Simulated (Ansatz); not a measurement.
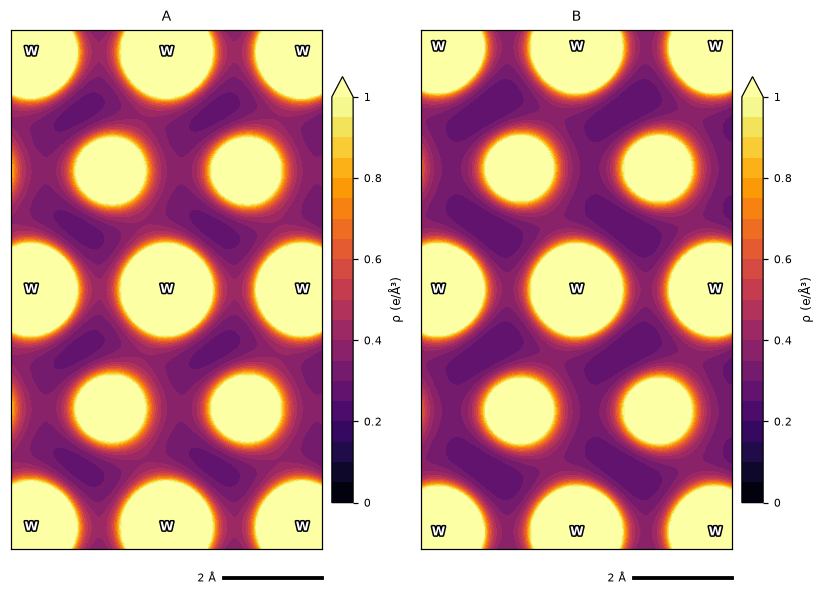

W. The valence electron density of two cells that differ in size, on the (010) plane of each (indices in the axes of the calculation cell), at one length scale and on one colour scale: B has 16.8 Å³ an atom and A 15.8.

The calculation used Ansatz 0.2.0, Kohn-Sham DFT of a periodic cell, PBEsol, Ansatz PAW.

In a PAW calculation such maps are meaningful between the atoms, not at the nuclei.

The larger cell:

```xyz
4
Lattice="2.8097 0.0000 0.0000 0.0000 4.8639 0.0000 0.0000 0.0000 4.9237" Properties=species:S:1:pos:R:3 pbc="T T T"
W     2.2285    4.5567    3.6928
W     0.5811    2.1247    3.6928
W     0.5811    0.3072    1.2309
W     2.2285    2.7391    1.2309
```

The smaller cell: a = 2.752 Å, b = 4.765 Å, c = 4.823 Å, α = 90.00°, β = 90.00°, γ = 90.00°.

> What does the compression do to the bonding and the properties?

From the larger cell to the smaller, W–W goes from 2.81 to 2.75 Å, and the density at its midpoint from 0.38 to 0.41 e/Å³; the pressure goes from −11 to 7 GPa.
